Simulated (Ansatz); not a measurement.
```cif
data_structure
_symmetry_space_group_name_H-M 'P 1'
_symmetry_Int_Tables_number 1
_cell_length_a 11.4286
_cell_length_b 11.4286
_cell_length_c 20.6657
_cell_angle_alpha 90.000
_cell_angle_beta 90.000
_cell_angle_gamma 120.000
_cell_volume 2337.59
loop_
_atom_site_label
_atom_site_type_symbol
_atom_site_fract_x
_atom_site_fract_y
_atom_site_fract_z
_atom_site_occupancy
Al1 Al 0.16667 0.08333 0.38711 1
Al2 Al 0.16667 0.33333 0.38711 1
Al3 Al 0.16667 0.58333 0.38711 1
Al4 Al 0.16667 0.83333 0.38711 1
Al5 Al 0.41667 0.08333 0.38711 1
Al6 Al 0.41667 0.33333 0.38711 1
Al7 Al 0.41667 0.58333 0.38711 1
Al8 Al 0.41667 0.83333 0.38711 1
Al9 Al 0.66667 0.08333 0.38711 1
Al10 Al 0.66667 0.33333 0.38711 1
Al11 Al 0.66667 0.58333 0.38711 1
Al12 Al 0.66667 0.83333 0.38711 1
Al13 Al 0.91667 0.08333 0.38711 1
Al14 Al 0.91667 0.33333 0.38711 1
Al15 Al 0.91667 0.58333 0.38711 1
Al16 Al 0.91667 0.83333 0.38711 1
Al17 Al 0.33333 0.16667 0.49883 1
Al18 Al 0.33333 0.41667 0.49883 1
Al19 Al 0.33333 0.66667 0.49883 1
Al20 Al 0.33333 0.91667 0.49883 1
Al21 Al 0.58333 0.16667 0.49883 1
Al22 Al 0.58333 0.41667 0.49883 1
Al23 Al 0.58333 0.66667 0.49883 1
Al24 Al 0.58333 0.91667 0.49883 1
Al25 Al 0.83333 0.16667 0.49883 1
Al26 Al 0.83333 0.41667 0.49883 1
Al27 Al 0.83333 0.66667 0.49883 1
Al28 Al 0.83333 0.91667 0.49883 1
Al29 Al 0.08333 0.16667 0.49883 1
Al30 Al 0.08333 0.41667 0.49883 1
Al31 Al 0.08333 0.66667 0.49883 1
Al32 Al 0.08333 0.91667 0.49883 1
Al33 Al 0.50000 0.25000 0.61048 1
Al34 Al 0.50000 0.50000 0.61048 1
Al35 Al 0.50000 0.75000 0.61048 1
Al36 Al 0.50000 0.00000 0.61048 1
Al37 Al 0.75000 0.25000 0.61048 1
Al38 Al 0.75000 0.50000 0.61048 1
Al39 Al 0.75000 0.75000 0.61048 1
Al40 Al 0.75000 0.00000 0.61048 1
Al41 Al 0.00000 0.25000 0.61048 1
Al42 Al 0.00000 0.50000 0.61048 1
Al43 Al 0.00000 0.75000 0.61048 1
Al44 Al 0.00000 0.00000 0.61048 1
Al45 Al 0.25000 0.25000 0.61048 1
Al46 Al 0.25000 0.50000 0.61048 1
Al47 Al 0.25000 0.75000 0.61048 1
Al48 Al 0.25000 0.00000 0.61048 1
```

Method: DFT PBE, scalar-relativistic, plane waves, PAW in Ansatz 0.2.0.

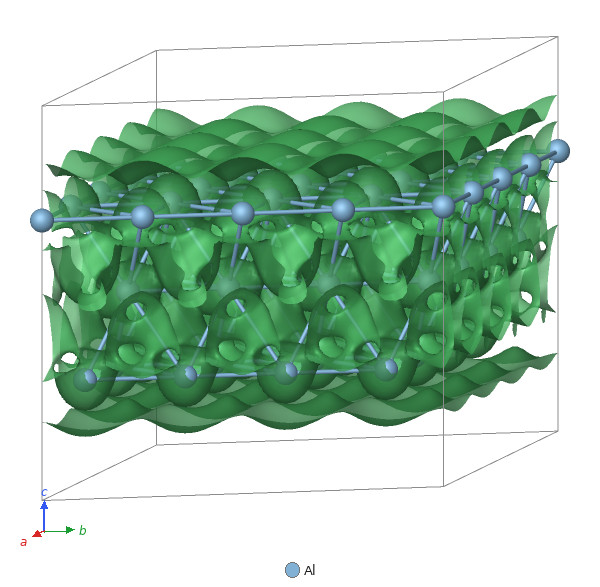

Al (slab). Isosurface of the ELF at 0.55 (green), seen slightly off an axis. Core shells and regions of very low density are left out. Sticks mark near contacts.

In a PAW calculation such maps are meaningful between the atoms, not at the nuclei.

What do the ELF domains correspond to?

The ELF exceeds this value in sheets that run through the cell in two directions, counted in one cell of 48 atoms. Counts are for one cell; the picture repeats the cell along the surface. There are no localised bonds or lone pairs at this value. Along the contacts the grid gives the following. Al–Al (2.84 Å): the ELF peaks at about 0.65 between the atoms.
